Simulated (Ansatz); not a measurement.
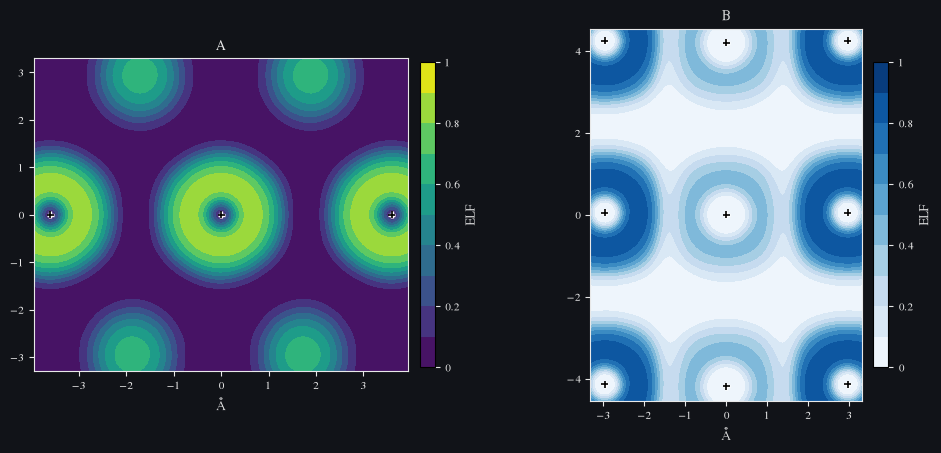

The ELF of 2 systems, each on a plane through atoms (crosses mark nuclei in the plane).

All numbers below come from DFT, PBE, PAW with Ansatz's default frozen-core files, scalar-relativistic in Ansatz 0.2.0.

System 1: N, the (010) plane of the conventional cell. Space group P-1; changed on purpose from its base cell (equal xy, yz and zx shear strains of -2 %, PAW files); computed pressure about −7 GPa in this cell.

System 2: PbS, the (100) plane of the conventional cell. Space group Imm2; changed on purpose from its base cell (atom 2 (S) moved by [0.035355, 0.035355, 0.0] Å, PAW files); computed pressure about 2 GPa in this cell.

```cif
data_structure
_symmetry_space_group_name_H-M 'P 1'
_symmetry_Int_Tables_number 1
_cell_length_a 4.1931
_cell_length_b 5.9300
_cell_length_c 4.1931
_cell_angle_alpha 90.000
_cell_angle_beta 90.000
_cell_angle_gamma 90.000
_cell_volume 104.26
loop_
_atom_site_label
_atom_site_type_symbol
_atom_site_fract_x
_atom_site_fract_y
_atom_site_fract_z
_atom_site_occupancy
Pb1 Pb 0.50000 0.50000 0.50000 1
Pb2 Pb 0.00000 0.00000 0.00000 1
S1 S 0.00000 0.50000 0.01192 1
S2 S 0.50000 0.00000 0.51192 1
```

Match each panel to its system.

Panel A is system 1, N: the plane holds N. N–N (3.60 Å): the ELF is about 0 at the midpoint: no shared electron pair shows on this line. Panel B is system 2, PbS: the plane holds Pb and S.
